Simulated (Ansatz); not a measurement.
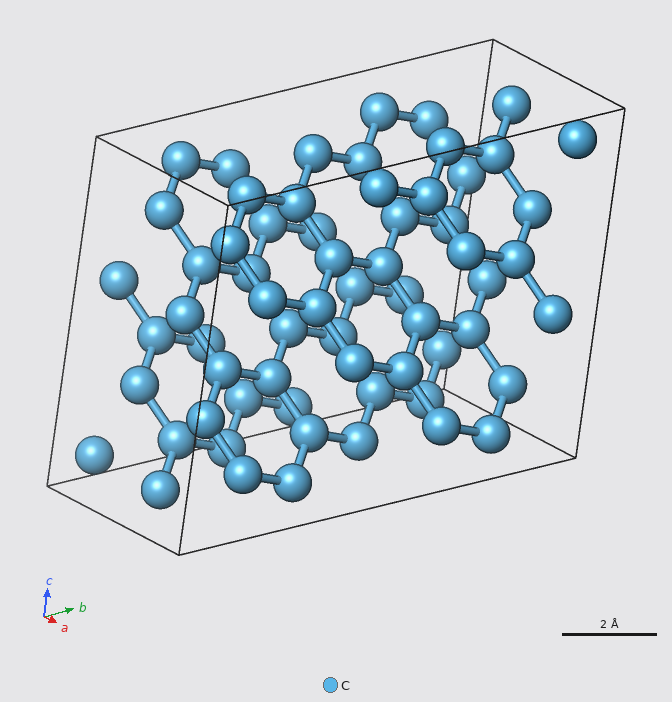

Figure 1. The structure (ball-and-stick view of the cell of the calculation, seen slightly off an axis). An atom can appear more than once, as a periodic image. Near neighbours in the periodic cell (some may lie outside the picture): C has 3 C at 1.42 Å.

Run report: C, single-point calculation (part 1 of 2)

C (64 atoms in the cell), computed with DFT PBE, scalar-relativistic, plane waves, PAW, no spin polarisation (Ansatz 0.2.0).

The structure derives from an entry of the Crystallography Open Database.

**Input file**
```yaml
crystal:
  lattice:
    - [-4.912115, -2.836011, 6.694023]
    - [4.912115, -2.836011, 6.694023]
    - [0.0, 5.672022, 6.694023]
  atoms:
    - { symbol: C, position: [0.918, 0.168, 0.168] }
    - { symbol: C, position: [0.418, 0.168, 0.168] }
    - { symbol: C, position: [0.668, 0.418, 0.168] }
    - { symbol: C, position: [0.918, 0.668, 0.168] }
    - { symbol: C, position: [0.668, 0.168, 0.418] }
    - { symbol: C, position: [0.918, 0.418, 0.418] }
    - { symbol: C, position: [0.918, 0.168, 0.668] }
    - { symbol: C, position: [0.168, 0.418, 0.168] }
    - { symbol: C, position: [0.418, 0.668, 0.168] }
    - { symbol: C, position: [0.668, 0.918, 0.168] }
    - { symbol: C, position: [0.168, 0.168, 0.418] }
    - { symbol: C, position: [0.418, 0.418, 0.418] }
    - { symbol: C, position: [0.668, 0.668, 0.418] }
    - { symbol: C, position: [0.918, 0.918, 0.418] }
    - { symbol: C, position: [0.418, 0.168, 0.668] }
    - { symbol: C, position: [0.668, 0.418, 0.668] }
    - { symbol: C, position: [0.918, 0.668, 0.668] }
    - { symbol: C, position: [0.668, 0.168, 0.918] }
    - { symbol: C, position: [0.918, 0.418, 0.918] }
    - { symbol: C, position: [0.168, 0.918, 0.168] }
    - { symbol: C, position: [0.168, 0.668, 0.418] }
    - { symbol: C, position: [0.418, 0.918, 0.418] }
    - { symbol: C, position: [0.168, 0.418, 0.668] }
    - { symbol: C, position: [0.418, 0.668, 0.668] }
    - { symbol: C, position: [0.668, 0.918, 0.668] }
    - { symbol: C, position: [0.168, 0.168, 0.918] }
    - { symbol: C, position: [0.418, 0.418, 0.918] }
    - { symbol: C, position: [0.668, 0.668, 0.918] }
    - { symbol: C, position: [0.918, 0.918, 0.918] }
    - { symbol: C, position: [0.168, 0.918, 0.668] }
    - { symbol: C, position: [0.168, 0.668, 0.918] }
    - { symbol: C, position: [0.418, 0.918, 0.918] }
    - { symbol: C, position: [0.582, 0.082, 0.082] }
    - { symbol: C, position: [0.832, 0.332, 0.082] }
    - { symbol: C, position: [0.832, 0.082, 0.332] }
    - { symbol: C, position: [0.082, 0.082, 0.082] }
    - { symbol: C, position: [0.332, 0.332, 0.082] }
    - { symbol: C, position: [0.582, 0.582, 0.082] }
    - { symbol: C, position: [0.832, 0.832, 0.082] }
    - { symbol: C, position: [0.332, 0.082, 0.332] }
    - { symbol: C, position: [0.582, 0.332, 0.332] }
    - { symbol: C, position: [0.832, 0.582, 0.332] }
    - { symbol: C, position: [0.582, 0.082, 0.582] }
    - { symbol: C, position: [0.832, 0.332, 0.582] }
    - { symbol: C, position: [0.832, 0.082, 0.832] }
    - { symbol: C, position: [0.082, 0.582, 0.082] }
    - { symbol: C, position: [0.332, 0.832, 0.082] }
    - { symbol: C, position: [0.082, 0.332, 0.332] }
    - { symbol: C, position: [0.332, 0.582, 0.332] }
    - { symbol: C, position: [0.582, 0.832, 0.332] }
    - { symbol: C, position: [0.082, 0.082, 0.582] }
    - { symbol: C, position: [0.332, 0.332, 0.582] }
    - { symbol: C, position: [0.582, 0.582, 0.582] }
    - { symbol: C, position: [0.832, 0.832, 0.582] }
    - { symbol: C, position: [0.332, 0.082, 0.832] }
    - { symbol: C, position: [0.582, 0.332, 0.832] }
    - { symbol: C, position: [0.832, 0.582, 0.832] }
    - { symbol: C, position: [0.082, 0.832, 0.332] }
    - { symbol: C, position: [0.082, 0.582, 0.582] }
    - { symbol: C, position: [0.332, 0.832, 0.582] }
    - { symbol: C, position: [0.082, 0.332, 0.832] }
    - { symbol: C, position: [0.332, 0.582, 0.832] }
    - { symbol: C, position: [0.582, 0.832, 0.832] }
    - { symbol: C, position: [0.082, 0.832, 0.832] }
basis:
  ecutwfc: 420
  fft_grid_basis: typed
kpoints:
  mp_grid: { grid: [3, 3, 3] }
hamiltonian:
  xc: pbe
  pseudopotentials: { kind: paw }
scf:
  occupations: { method: gaussian, width: 0.05 }
output:
  forces: true
  stress: false
  eigenvalues: true
  bader: false
  write_density: true
  volumetric_format: npy
```

Machine: 4 threads of Arm Neoverse N1, 98 GiB of memory available, shared host.

Launch command:
```bash
ansatz run input.yaml --threads 4 --pin off --max-ram 10240MiB --backend cpu --events-out ev --progress --plain --runs-dir out
```

**Log**
```
Engine: ansatz 0.2.0, aarch64-unknown-linux-gnu
Pseudopotentials: kind: paw
Pseudopotential: C, paw, valence charge 4, recommended cutoff 420 eV (normal), C.paw.azcp
Functional definition: PBE
  parameter kappa = 0.804
  parameter beta = 0.06672455060314922
  exchange = pbe_x(kappa = kappa, mu = beta*pi^2/3)
  correlation = pbe_c(beta = beta)
Crystal: 64 atoms, lattice volume = 559.519 Å³
Basis set: ecut = 420 eV, 10931 PW (Γ), exchange–correlation on 120×120×120 points (8 copies of the dense FFT grid, shifted against one another)
Bands: 192, of which v1, the nominal top of the filled ones, is band 128 counted from 1 (127 counted from 0)
Symmetry: 384 space group operations
Space group: R-3m (ITA 166), of the structure as read, at distance tolerance 8.2e-5 Å
k-points: 6 of 27
Non-local potential: C, projectors of the file, l = 0: 2, l = 1: 2, l = 2: 1
PAW form: soft (Blöchl's): semilocal exchange-correlation on the pseudo side does not see the compensation charge
PAW one-centre angular grid: C, 110 points (default); XC on 64 Gauss nodes
Initial density: superposition of atomic densities (neutral atoms: chi_scale 0, normalization atom), corrected by the library's trained network
Initial wavefunctions: pseudopotential atomic-orbital guess
Functional: x = pbe(κ = 0.804, μ = 0.2195149727645171), c = pbe(β = 0.06672455060314922)
SCF iter   1: F=—  HF=-16058.593086 eV  |F-HF|=—  |Δ(HF+E_count)|=         —  Δρ=2.35e-3  dr2=2.48e-2  ethr=1.77e-3  ⟨swp⟩=7.3  Hψ=5559  notcnv=0  defer=166
preconditioner: auto → Resta (q_TF=auto, 2.395 Å⁻¹)  ε∞=3.6  [insulator: Δε(μ)=0.747 eV  Ē_g=15.720 eV  σ=0.050 eV  W_gap=1.00  n_scr=130 (ndim 8)  ℏωp=25.1 eV  f_vac=0.002  D(μ)=0.00/eV (n_scr^D=0)  ε∞_Penn≈3.6]
SCF iter   2: F=—  HF=-16058.598370 eV  |F-HF|=—  |Δ(HF+E_count)|=   5.28e-3  Δρ=1.29e-3  dr2=8.11e-3  ethr=9.70e-6  ⟨swp⟩=2.0  Hψ=1876  notcnv=0  defer=232
SCF iter   3: F=—  HF=-16058.601204 eV  |F-HF|=—  |Δ(HF+E_count)|=   2.83e-3  Δρ=2.11e-4  dr2=1.17e-4  ethr=3.17e-6  ⟨swp⟩=2.0  Hψ=1576  notcnv=0  defer=9
automatic band count: iteration 3 solves 148 bands in place of 192: the levels show a gap, and the empty bands left out lie too high to hold charge; the band table lists the bands solved (type scf.n_extra_bands for more)
SCF iter   4: F=—  HF=-16058.601274 eV  |F-HF|=—  |Δ(HF+E_count)|=   7.00e-5  Δρ=4.47e-5  dr2=1.75e-5  ethr=4.57e-8  ⟨swp⟩=2.0  Hψ=1576  notcnv=0  defer=9
SCF iter   5: F=—  HF=-16058.601700 eV  |F-HF|=—  |Δ(HF+E_count)|=   4.26e-4  Δρ=1.45e-5  dr2=1.65e-6  ethr=6.85e-9  ⟨swp⟩=2.3  Hψ=1447  notcnv=0  defer=9
SCF iter   6: F=-16058.601700 eV  HF=-16058.601700 eV  |F-HF|=2.20e-8  |Δ(HF+E_count)|=   2.49e-8  Δρ=3.19e-6  dr2=7.32e-8  ethr=3.91e-11  ⟨swp⟩=8.8  Hψ=4605  notcnv=0
SCF 1 converged in 6 iterations: F = -16058.601700 eV  dr2 = 7.32e-8
  greatest PAW one-centre occupation: 0.675 electrons in one spin orbital (limit 2), on the C atom at site 31 (counted from 0), in its partial waves of l = 0
```

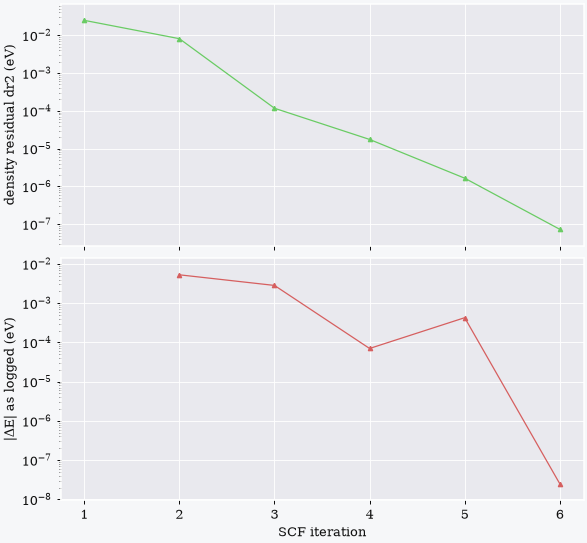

Figure 2. Convergence of the self-consistent field: density residual dr2 and size of the energy change against the SCF iteration. The residual falls at every step.

```
SCF converged after 6 iterations
Free energy (F): -16058.601700 eV
Harris-Foulkes:  -16058.601700 eV  (|F-HF|=2.20e-8)
Internal energy: -16058.601700 eV  (E = F + TS)
E sigma→0 (E₀):  -16058.601700 eV
Fermi energy:    7.089671 eV
--- Per-component energies (eV) ---
  E_band       = -528.762399
  E_kinetic    = 5838.406377
  E_local      = -9765.900451  (includes V_loc(G=0)·N_el)
  E_nonlocal   = 1752.480657
  E_hartree    = 2947.799033
  E_xc         = -3078.308087
  E_vxc        = -3811.938654  (∫ρ·V_xc dr)
  E_paw        = -6359.635226  (= ΣΔE_a)
  E_vpaw       = -437.381706  (= ΣTr[D̂ρ^β])
  E_aug_tail   = 0.000506  (compensation charges beyond the density's cutoff)
  E_ewald      = -7393.444507
  E_smearing   = -0.000000  (= −TS)
  E_closure    = 0.000000  (closes the sum)
  Σ components = -16058.601700   (vs F -16058.601700, Δ=0.00e0)
--- Forces (eV/Å), atoms counted from 1 ---
  atom   1  C      0.00000000     0.00000000    -0.85863830
  atom   2  C      0.00000000     0.00000000    -0.85863830
  atom   3  C      0.00000000     0.00000000    -0.85863830
  atom   4  C     -0.00000000     0.00000000    -0.85863830
  atom   5  C      0.00000000     0.00000000    -0.85863830
  atom   6  C     -0.00000000     0.00000000    -0.85863830
  atom   7  C      0.00000000     0.00000000    -0.85863830
  atom   8  C      0.00000000    -0.00000000    -0.85863830
  atom   9  C     -0.00000000     0.00000000    -0.85863830
  atom  10  C     -0.00000000     0.00000000    -0.85863830
  atom  11  C      0.00000000    -0.00000000    -0.85863830
  atom  12  C     -0.00000000     0.00000000    -0.85863830
  atom  13  C     -0.00000000     0.00000000    -0.85863830
  atom  14  C      0.00000000     0.00000000    -0.85863830
  atom  15  C      0.00000000     0.00000000    -0.85863830
  atom  16  C      0.00000000     0.00000000    -0.85863830
  atom  17  C      0.00000000     0.00000000    -0.85863830
  atom  18  C     -0.00000000     0.00000000    -0.85863830
  atom  19  C      0.00000000     0.00000000    -0.85863830
  atom  20  C      0.00000000     0.00000000    -0.85863830
  atom  21  C      0.00000000     0.00000000    -0.85863830
  atom  22  C      0.00000000     0.00000000    -0.85863830
  atom  23  C      0.00000000     0.00000000    -0.85863830
  atom  24  C      0.00000000     0.00000000    -0.85863830
  atom  25  C     -0.00000000     0.00000000    -0.85863830
  atom  26  C      0.00000000     0.00000000    -0.85863830
  atom  27  C      0.00000000     0.00000000    -0.85863830
  atom  28  C      0.00000000     0.00000000    -0.85863830
  atom  29  C      0.00000000     0.00000000    -0.85863830
  atom  30  C      0.00000000     0.00000000    -0.85863830
  atom  31  C      0.00000000     0.00000000    -0.85863830
  atom  32  C      0.00000000     0.00000000    -0.85863830
  atom  33  C     -0.00000000    -0.00000000     0.85863830
  atom  34  C     -0.00000000    -0.00000000     0.85863830
  atom  35  C     -0.00000000    -0.00000000     0.85863830
  atom  36  C     -0.00000000    -0.00000000     0.85863830
  atom  37  C      0.00000000    -0.00000000     0.85863830
  atom  38  C     -0.00000000    -0.00000000     0.85863830
  atom  39  C     -0.00000000    -0.00000000     0.85863830
  atom  40  C     -0.00000000    -0.00000000     0.85863830
  atom  41  C      0.00000000    -0.00000000     0.85863830
  atom  42  C     -0.00000000     0.00000000     0.85863830
  atom  43  C     -0.00000000    -0.00000000     0.85863830
  atom  44  C     -0.00000000    -0.00000000     0.85863830
  atom  45  C     -0.00000000    -0.00000000     0.85863830
  atom  46  C     -0.00000000    -0.00000000     0.85863830
  atom  47  C      0.00000000    -0.00000000     0.85863830
  atom  48  C     -0.00000000    -0.00000000     0.85863830
  atom  49  C     -0.00000000    -0.00000000     0.85863830
  atom  50  C     -0.00000000    -0.00000000     0.85863830
  atom  51  C     -0.00000000    -0.00000000     0.85863830
  atom  52  C     -0.00000000    -0.00000000     0.85863830
  atom  53  C     -0.00000000     0.00000000     0.85863830
  atom  54  C      0.00000000    -0.00000000     0.85863830
  atom  55  C      0.00000000    -0.00000000     0.85863830
  atom  56  C      0.00000000    -0.00000000     0.85863830
  atom  57  C     -0.00000000     0.00000000     0.85863830
  atom  58  C     -0.00000000    -0.00000000     0.85863830
  atom  59  C      0.00000000    -0.00000000     0.85863830
  atom  60  C      0.00000000    -0.00000000     0.85863830
  atom  61  C     -0.00000000    -0.00000000     0.85863830
  atom  62  C     -0.00000000    -0.00000000     0.85863830
  atom  63  C     -0.00000000    -0.00000000     0.85863830
  atom  64  C     -0.00000000    -0.00000000     0.85863830
  max |Σ_I F_I| component: 2.99e-14 eV/Å
--- Band table (eV; the first three rows and the last of 6) ---
```
